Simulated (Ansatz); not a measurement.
PtSe₂ (space group Fm-3m, No. 225). Coordinates: the input geometry of an electronic-structure calculation (not necessarily at equilibrium); the starting structure was generated, so it need not be a known form of this composition.

```
Pt Se
1.0
     6.29047    0.00000    0.00000
     0.00000    6.29047    0.00000
     0.00000    0.00000    6.29047
Pt Se
4 8
Cartesian
  0.0000 0.0000 0.0000
  0.0000 3.1452 3.1452
  3.1452 0.0000 3.1452
  3.1452 3.1452 0.0000
  1.5726 4.7179 4.7179
  1.5726 1.5726 4.7179
  1.5726 1.5726 1.5726
  1.5726 4.7179 1.5726
  4.7179 4.7179 1.5726
  4.7179 1.5726 1.5726
  4.7179 1.5726 4.7179
  4.7179 4.7179 4.7179
```

Describe the stacking along [111], with columns A (0, 0), B (1/3, 2/3), C (2/3, 1/3) of the hexagonal mesh spanned by (a − b)/2 and (b − c)/2.

Pt(A) – Se(B) – Se(A) – Pt(B) – Se(C) – Se(B) – Pt(C) – Se(A) – Se(C) (nine layers in 10.90 Å).

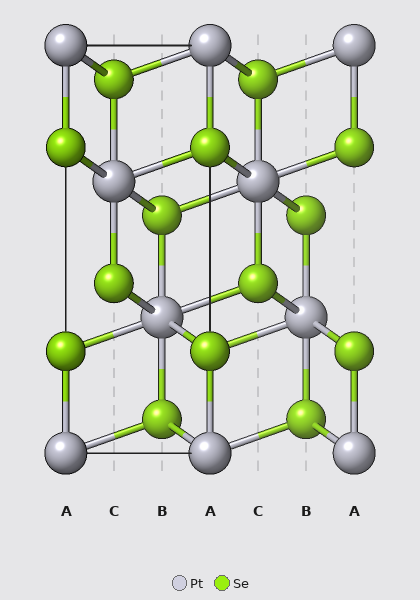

The picture looks along a close-packed row of the hexagonal mesh; [111] points upwards. The dashed lines mark the three columns A (0, 0), B (1/3, 2/3) and C (2/3, 1/3). The box is the hexagonal cell of the face-centred cubic lattice. The sequence starts with the first layer at or above the cell's origin.
